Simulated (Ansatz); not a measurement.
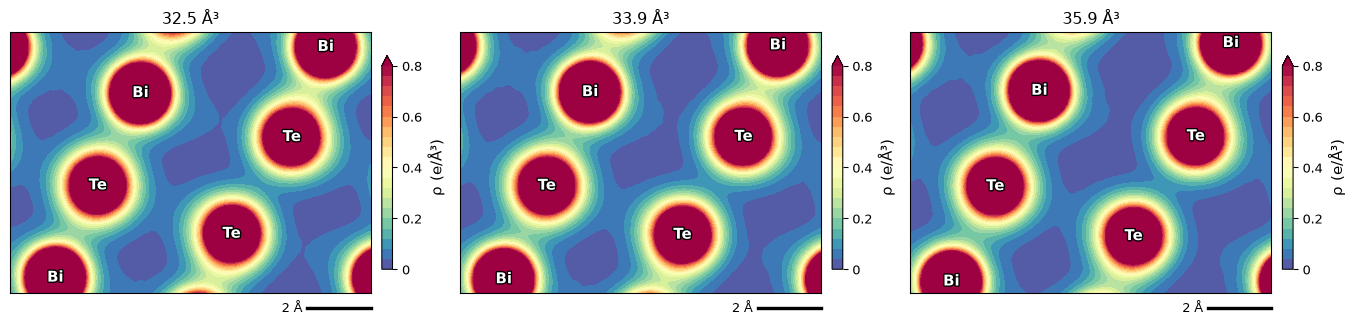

Bi2Te3. The valence pseudo-density of cells scaled evenly to different volumes (given per atom above each panel), on the (101̄) plane of each (indices in the axes of the cell below), at one length scale and on one colour scale.

Computed with Ansatz 0.2.0, Kohn-Sham DFT of a periodic cell, rPW86-PBE with rVV10, Ansatz PAW.

Core electrons are frozen (PAW), and the valence fields are smoothed inside the atomic spheres.

The largest cell:

```
CELL_PARAMETERS angstrom
4.47202 0.00000 0.00000
-2.23601 1.29096 10.36504
2.23601 -3.87288 0.00000
ATOMIC_POSITIONS crystal
Bi 0.60000 0.80000 0.60000
Bi 0.40000 0.20000 0.40000
Te 0.79050 0.37150 0.79050
Te 0.20950 0.62850 0.20950
Te 0.00000 0.00000 0.00000
```

| volume (Å³/atom) | Bi–Te contact in the plane (Å) | ρ at its midpoint (e/Å³) | pressure (GPa) | 
| --- | --- | --- | --- |
| 32.52 | 3.033 | 0.301 | 5.8 | 
| 33.19 | 3.054 | ? | ? | 
| 33.87 | 3.074 | 0.284 | 3.1 | 
| 35.90 | 3.135 | 0.261 | 0.0 | 

> Estimate the missing row, and compare with the calculation.

Over the known rows ln ρ falls by 1.40 per Å of Bi–Te distance (a least-squares line), which gives 0.292 e/Å³ at 3.054 Å; the calculation gives 0.293 e/Å³. For the pressure, a straight line in volume between the neighbouring rows gives 4.5 GPa; the calculation gives 4.4.
